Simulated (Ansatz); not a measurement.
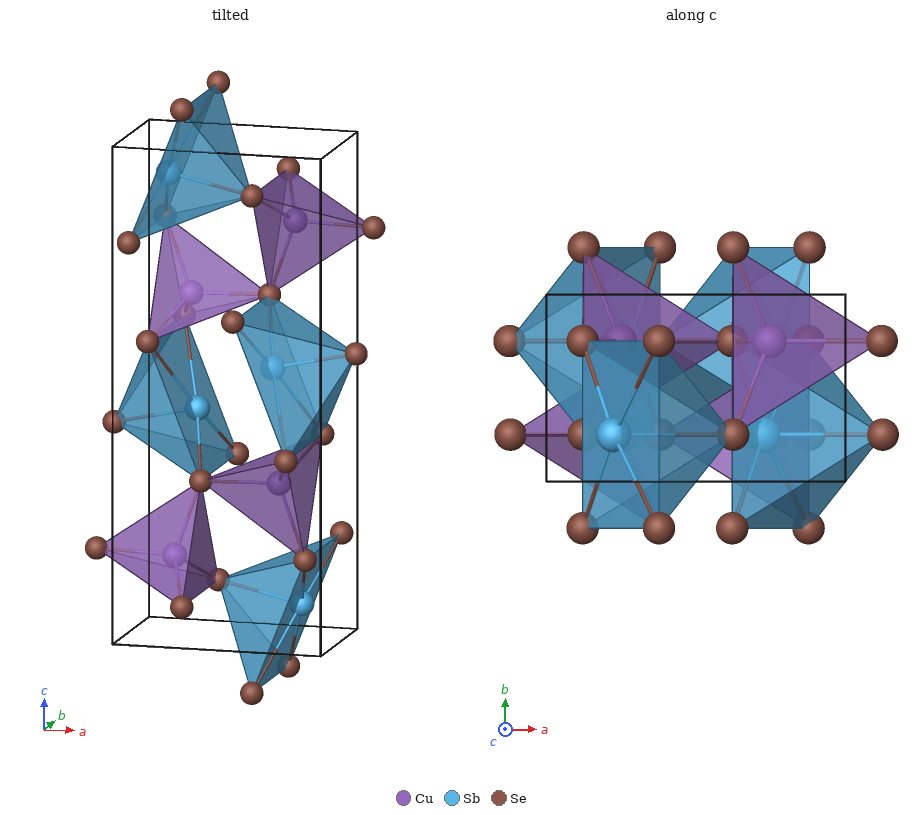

Shown here is a polyhedral view of the crystal, taken slightly off an axis and along the c axis. Atoms at the boundary of the conventional unit cell (the box) are drawn once for each face, edge or corner they touch. Some atoms of the next cells are drawn as well.

CuSbSe₂, space group Pnma (No. 62), a = 6.347 Å, b = 3.972 Å, c = 14.912 Å, α = 90.00°, β = 90.00°, γ = 90.00°. The cell started as a structure listed in the Materials Project. Earlier steps of the study may have refined or changed the cell and positions. Ansatz was used for an electronic-structure calculation on it.

This one geometry was computed with Ansatz (DFT, plane waves, PAW) at five levels of theory: PBE, PBE with spin-orbit coupling, HSE06, PBE0 and r2SCAN.

> Which level gives the highest pressure at this volume, and what does that say about its equilibrium volume?

Highest: PBE (2.7 GPa) and PBE with spin-orbit coupling (2.8 GPa), which points to the largest equilibrium volume. Lowest, with the smallest volume: HSE06 (0.9 GPa), PBE0 (0.8 GPa) and r2SCAN (1.0 GPa). Levels within 0.5 GPa of each other can't be told apart.

> How does the band gap change with the level of theory?

PBE with spin-orbit coupling: a gap of 0.48 eV, indirect; PBE: a gap of 0.52 eV, indirect; r2SCAN: a gap of 0.72 eV, indirect; HSE06: a gap of 1.20 eV, indirect; PBE0: a gap of 1.83 eV, indirect.

> Collect the results in a table.

| level | cutoff (eV) | k-mesh of the run's cell | gap (eV) | pressure (GPa) |
| --- | --- | --- | --- | --- |
| PBE | 420 | 4×6×2 | 0.52 | 2.7 |
| PBE with spin-orbit coupling | 420 | 4×6×2 | 0.48 | 2.8 |
| HSE06 | 420 | 2×4×2 | 1.20 | 0.9 |
| PBE0 | 420 | 2×4×2 | 1.83 | 0.8 |
| r2SCAN | 500 | 4×6×2 | 0.72 | 1.0 |

Gaps are taken on the k-mesh or band path of each run.
